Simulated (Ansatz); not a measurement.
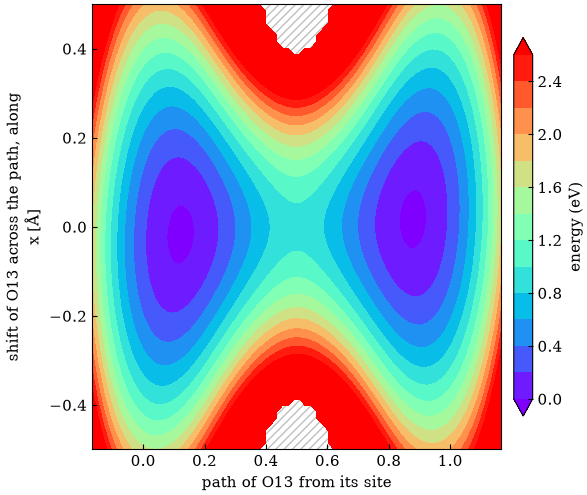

Energy landscape of HfO₂ (Fm-3m phase) with one O vacancy (14 atoms in the cell, cell charge +2). An atom moved over a plane that holds its own site and a neighbouring vacancy (x along [1 0 0] of the conventional cell). First axis: path of O13 from its site (0) to the vacancy (1), 2.549 Å. Second axis: shift of O13 across the path, along x. Nothing is relaxed (all other atoms held at the sites of the perfect crystal). Grid: 9 × 7 points; 31 points were computed and 30 follow by symmetry. At 2 points there is no value (left out of the scan, as a rule where atoms come close). Points are written as (first, second). Energies: eV per cell, counted from the lowest grid point. The cell is charged on a uniform background, without a charge correction. These are results of Ansatz 0.2.0, DFT PBE, scalar-relativistic, plane waves, PAW, not measurements. Settings: cutoff 420 eV, k-mesh 4×4×4, gaussian smearing 0.05 eV, no spin polarisation.

In the figure: filled contours, one colour for all values above the top of the scale, hatched blanks where no value was computed. Between grid points the surface is interpolated. 

Q: Describe this landscape.

A: The lowest grid point is at (0.167, 0.000 Å) [nearest 2 Hf at 1.99 Å]; the map holds 2 wells of about this depth. It is the only kind of minimum in the scanned range. The highest grid point, (0.333, 0.500 Å) [nearest 1 Hf at 1.55 Å], lies 4.56 eV above the lowest. On the interpolated surface the easiest way out of the lowest well to a well of about the same depth near (0.833, 0.000 Å) [nearest 2 Hf at 1.99 Å] passes a barrier of about 0.97 eV, counted from the interpolated bottom of the well. Round the minimum the two coordinates are weakly coupled (coupling −0.09 in units of the two stiffnesses).

Each point was launched as `ansatz run input.yaml --threads 4 --pin off --max-ram 8192MiB --backend cpu --events-out ev --progress --plain --runs-dir out`. The whole map (31 points run) took 19 min on 4 threads of Arm Neoverse V1 (shared host).

PAW datasets: the set soft_1.
